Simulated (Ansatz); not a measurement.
# What a change does: single-point calculation on PtSe2

System: PtSe2 (P-3m1, 3 atoms in the cell).
Method of run A: DFT PBEsol, scalar-relativistic, plane waves, PAW, no spin polarisation (Ansatz 0.2.0).

The structure derives from an entry of the Crystallography Open Database. Text and figures count atoms from 1; the logs count them from 0 in places.

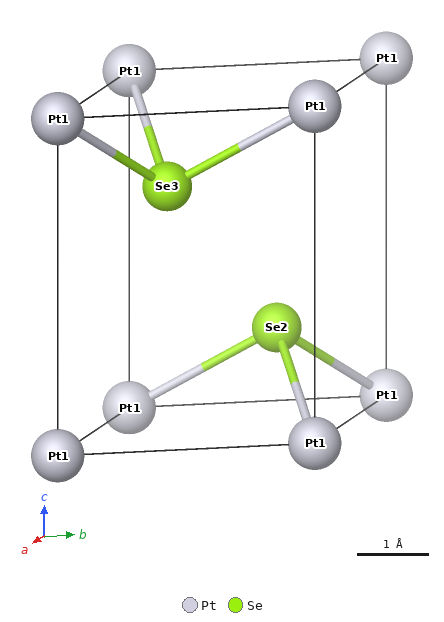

Figure 1. The input geometry (ball-and-stick view of the cell of the calculation, seen slightly off an axis; atoms are numbered from 1 in the order of the input).

Input file, run A:
```yaml
crystal:
  lattice:
    - [3.7603063705, 0.0, 0.0]
    - [-1.8801531853, 3.2565208429, 0.0]
    - [0.0, 0.0, 4.863241221]
  atoms:
    - { symbol: Pt, position: [0.0, 0.0, 0.0] }
    - { symbol: Se, position: [0.3333333333, 0.6666666667, 0.2607783429] }
    - { symbol: Se, position: [0.6666666667, 0.3333333333, 0.7392216571] }
basis:
  ecutwfc: 420
kpoints:
  mp_grid: { grid: [9, 9, 7] }
hamiltonian:
  xc: pbesol
scf:
  occupations: { method: gaussian, width: 0.1 }
output:
  forces: true
  stress: true
  eigenvalues: true
```

Launched with:
```bash
ansatz run input.yaml --threads 2 --pin off --max-ram 4096MiB --backend cpu --events-out ev --progress --plain --runs-dir out
```

Hardware: 2 threads of Arm Neoverse V1, 24 GiB of memory available, shared host.

Output, shortened to warnings, some set-up lines, iterations and results (run A):
```
Basis set: ecut = 420 eV, 1169 PW (Γ), exchange–correlation on 54×54×72 points (8 copies of the dense FFT grid, shifted against one another)
Symmetry: 12 space group operations
k-points: 69 of 567
Initial density: superposition of atomic densities (neutral atoms: chi_scale 0, normalization atom), corrected by the library's trained network
[...]
SCF iter   1: F=—  HF=-23233.471677 eV  |F-HF|=—  |Δ(HF+E_count)|=         —  Δρ=3.73e-3  dr2=8.60e-3  ethr=1.77e-3  ⟨swp⟩=5.4  Hψ=7907  notcnv=0
SCF iter   2: F=—  HF=-23233.472935 eV  |F-HF|=—  |Δ(HF+E_count)|=   1.26e-3  Δρ=2.54e-3  dr2=4.30e-3  ethr=1.72e-5  ⟨swp⟩=2.0  Hψ=4486  notcnv=0  defer=45
SCF iter   3: F=—  HF=-23233.471094 eV  |F-HF|=—  |Δ(HF+E_count)|=   1.84e-3  Δρ=3.17e-4  dr2=6.26e-5  ethr=8.59e-6  ⟨swp⟩=2.0  Hψ=3678  notcnv=0  defer=45
SCF iter   4: F=—  HF=-23233.471086 eV  |F-HF|=—  |Δ(HF+E_count)|=   8.16e-6  Δρ=1.03e-4  dr2=1.24e-5  ethr=1.25e-7  ⟨swp⟩=2.0  Hψ=3195  notcnv=0  defer=45
SCF iter   5: F=—  HF=-23233.471084 eV  |F-HF|=—  |Δ(HF+E_count)|=   1.54e-6  Δρ=2.16e-5  dr2=2.09e-7  ethr=2.49e-8  ⟨swp⟩=2.0  Hψ=2637  notcnv=0  defer=45
SCF iter   6: F=-23233.471084 eV  HF=-23233.471084 eV  |F-HF|=2.37e-9  |Δ(HF+E_count)|=   1.34e-7  Δρ=4.43e-6  dr2=9.16e-9  ethr=2.00e-10  ⟨swp⟩=6.5  Hψ=8786  notcnv=0
SCF 1 converged in 6 iterations: F = -23233.471084 eV  dr2 = 9.16e-9
SCF converged after 6 iterations
Free energy (F): -23233.471084 eV
Harris-Foulkes:  -23233.471084 eV  (|F-HF|=2.37e-9)
Internal energy: -23233.467435 eV  (E = F + TS)
E sigma→0 (E₀):  -23233.469260 eV
Entropy (-TS):   -0.003649 eV (-1.216 meV/atom)
Fermi energy:    13.481191 eV
--- Per-component energies (eV) ---
  E_band       = -947.466556
  E_kinetic    = 874.611363
  E_local      = -6546.662023  (includes V_loc(G=0)·N_el)
  E_nonlocal   = -980.519135
  E_hartree    = 3031.581691
  E_xc         = -467.329028
  E_vxc        = -499.093196  (∫ρ·V_xc dr)
  E_paw        = -13053.769813  (= ΣΔE_a)
  E_vpaw       = 141.032820  (= ΣTr[D̂ρ^β])
  E_aug_tail   = -0.001031  (compensation charges beyond the density's cutoff)
  E_ewald      = -6093.683343
  E_core_change = 2.303882  (= ΣΔE_core)
  E_smearing   = -0.003649  (= −TS)
  E_closure    = -0.000000  (closes the sum)
  Σ components = -23233.471084   (vs F -23233.471084, Δ=0.00e0)
--- Forces (eV/Å), atoms counted from 1 ---
  atom   1  Pt     0.00000000    -0.00000000     0.00000000
  atom   2  Se     0.00000000    -0.00000000    -0.00897235
  atom   3  Se    -0.00000000     0.00000000     0.00897235
  max |Σ_I F_I| component: 3.47e-18 eV/Å
--- Stress (GPa, compression-positive) ---
       -0.018036       0.000000       0.000000
        0.000000      -0.018036       0.000000
        0.000000       0.000000       0.005346
  P = ⅓ Tr σ = -0.0102 GPa (-0.102 kbar)
```

For run B the input was changed thus:
```diff
-    - [3.7603063705, 0.0, 0.0]
-    - [-1.8801531853, 3.2565208429, 0.0]
-    - [0.0, 0.0, 4.863241221]
+    - [3.7240002924, 0.0, 0.0]
+    - [-1.8620001462, 3.2250788569, 0.0]
+    - [0.0, 0.0, 5.0619995757]
-    - { symbol: Se, position: [0.3333333333, 0.6666666667, 0.2607783429] }
-    - { symbol: Se, position: [0.6666666667, 0.3333333333, 0.7392216571] }
+    - { symbol: Se, position: [0.3333333333, 0.6666666667, 0.25] }
+    - { symbol: Se, position: [0.6666666667, 0.3333333333, 0.75] }
-  mp_grid: { grid: [9, 9, 7] }
+  mp_grid: { grid: [6, 6, 4] }
```

What does this change do to the results?

With the same functional and potentials, run B lies 6.1 meV per atom higher (other lines of the input change too). The pressure goes from −0.01 to 2.14 GPa. The largest force goes from 0.009 to 0.326 eV/Å. The volume per atom goes from 19.85 to 20.27 Å³. The number of SCF iterations is the same. The irreducible k-points go from 69 to 24. The plane waves at Γ go from 1169 to 1205.

Output, shortened to warnings, some set-up lines, iterations and results (run B):
```
Basis set: ecut = 420 eV, 1205 PW (Γ), exchange–correlation on 50×50×72 points (8 copies of the dense FFT grid, shifted against one another)
Symmetry: 12 space group operations
k-points: 24 of 144
Initial density: superposition of atomic densities (neutral atoms: chi_scale 0, normalization atom), corrected by the library's trained network
[...]
SCF iter   1: F=—  HF=-23233.452524 eV  |F-HF|=—  |Δ(HF+E_count)|=         —  Δρ=3.14e-3  dr2=5.35e-3  ethr=1.77e-3  ⟨swp⟩=5.4  Hψ=2765  notcnv=0
SCF iter   2: F=—  HF=-23233.453969 eV  |F-HF|=—  |Δ(HF+E_count)|=   1.44e-3  Δρ=1.72e-3  dr2=2.29e-3  ethr=1.07e-5  ⟨swp⟩=2.0  Hψ=1567  notcnv=0  defer=16
SCF iter   3: F=—  HF=-23233.452677 eV  |F-HF|=—  |Δ(HF+E_count)|=   1.29e-3  Δρ=3.12e-4  dr2=7.24e-5  ethr=4.58e-6  ⟨swp⟩=2.0  Hψ=1279  notcnv=0  defer=16
SCF iter   4: F=—  HF=-23233.452660 eV  |F-HF|=—  |Δ(HF+E_count)|=   1.69e-5  Δρ=7.77e-5  dr2=3.25e-6  ethr=1.45e-7  ⟨swp⟩=3.0  Hψ=1226  notcnv=0  defer=16
SCF iter   5: F=—  HF=-23233.452661 eV  |F-HF|=—  |Δ(HF+E_count)|=   1.23e-6  Δρ=1.85e-5  dr2=2.36e-7  ethr=6.50e-9  ⟨swp⟩=2.8  Hψ=1220  notcnv=0  defer=16
SCF iter   6: F=-23233.452661 eV  HF=-23233.452661 eV  |F-HF|=6.21e-9  |Δ(HF+E_count)|=   5.56e-8  Δρ=5.26e-6  dr2=1.88e-8  ethr=2.00e-10  ⟨swp⟩=6.9  Hψ=3214  notcnv=0
SCF 1 converged in 6 iterations: F = -23233.452661 eV  dr2 = 1.88e-8
SCF converged after 6 iterations
Free energy (F): -23233.452661 eV
Harris-Foulkes:  -23233.452661 eV  (|F-HF|=6.21e-9)
Internal energy: -23233.446773 eV  (E = F + TS)
E sigma→0 (E₀):  -23233.449717 eV
Entropy (-TS):   -0.005888 eV (-1.963 meV/atom)
Fermi energy:    13.161844 eV
--- Per-component energies (eV) ---
  E_band       = -966.438372
  E_kinetic    = 875.697573
  E_local      = -6799.619333  (includes V_loc(G=0)·N_el)
  E_nonlocal   = -980.866935
  E_hartree    = 3148.258856
  E_xc         = -467.695542
  E_vxc        = -499.558978  (∫ρ·V_xc dr)
  E_paw        = -13053.588939  (= ΣΔE_a)
  E_vpaw       = 141.391402  (= ΣTr[D̂ρ^β])
  E_aug_tail   = -0.001001  (compensation charges beyond the density's cutoff)
  E_ewald      = -5957.935333
  E_core_change = 2.303882  (= ΣΔE_core)
  E_smearing   = -0.005888  (= −TS)
  E_closure    = 0.000000  (closes the sum)
  Σ components = -23233.452661   (vs F -23233.452661, Δ=0.00e0)
--- Forces (eV/Å), atoms counted from 1 ---
  atom   1  Pt     0.00000000    -0.00000000     0.00000000
  atom   2  Se     0.00000000     0.00000000     0.32620535
  atom   3  Se     0.00000000    -0.00000000    -0.32620535
  max |Σ_I F_I| component: 8.10e-18 eV/Å
--- Stress (GPa, compression-positive) ---
        2.616510       0.000000      -0.000000
        0.000000       2.616510       0.000000
       -0.000000       0.000000       1.181103
  P = ⅓ Tr σ = 2.1380 GPa (21.380 kbar)
```

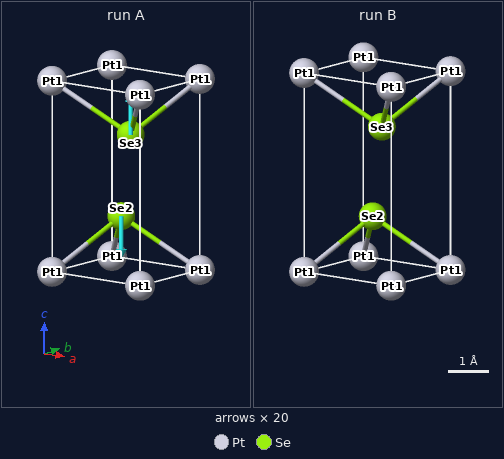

Figure 2. The two input geometries at one scale (ball-and-stick view of the cell of the calculation, seen slightly off an axis). The teal arrows on the first give the shifts of the atoms relative to the cell, with their mean removed, magnified 20 times. The largest moves relative to the cell, 0.055 Å, are those of Se2 and Se3. Pt stays in place. (The mean shift of all atoms is removed.) The drawn cell changes as follows: a = b 3.760 → 3.724 Å (−1.0 %), c 4.863 → 5.062 Å (+4.1 %); the volume changes by +2.1 %. Among the contacts that change: Pt1–Se2 2.514 → 2.495 Å.

The two runs side by side:

| quantity | run A | run B |
| --- | --- | --- |
| outcome | converged | converged |
| free energy per atom (eV) | −7744.4904 | −7744.4842 |
| energy per atom, smearing taken to zero (eV) | −7744.4898 | −7744.4832 |
| gap on the mesh (eV) | 0.00 | 0.00 |
| pressure (GPa) | −0.01 | 2.14 |
| volume per atom (Å³) | 19.85 | 20.27 |
| largest force (eV/Å) | 0.009 | 0.326 |
| SCF iterations | 6 | 6 |
| irreducible k-points | 69 | 24 |
| plane waves at Γ | 1169 | 1205 |
| wall time (shared host) | 3.1 s | 1.4 s |

For both runs: Spin–orbit coupling is left out, which matters for Pt.
